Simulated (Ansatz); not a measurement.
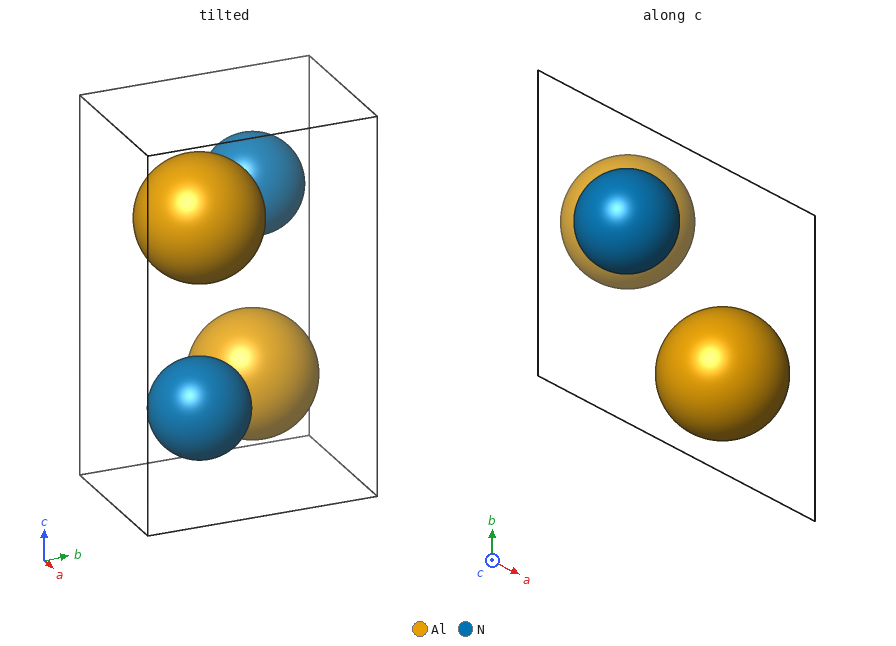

Shown here is a spheres-only view of the crystal, taken slightly off an axis and along the c axis. The parallelepiped is the unit cell.

AlN, a = 3.29 Å, b = 3.22 Å, c = 4.14 Å, α = 90.00°, β = 90.00°, γ = 117.72°.

The numbers come from DFT, HSE06, plane waves, PAW in Ansatz, using 420 eV cutoff, k-mesh 6×6×4, no spin polarisation.

### What does the calculation say: metal or gapped?

An insulator at this level, with a gap of 4.73 eV, direct.

### What pressure does the calculation give for this cell?

The computed pressure is -0.9 GPa (stretched: it would shrink). The stress isn't hydrostatic: its largest component is 4.8 GPa.

The structure comes from a structure type filled with these elements by a generator (whether the compound takes this form wasn't checked). The cell was then strained or its atoms displaced on purpose. It went into a calculation with Ansatz.
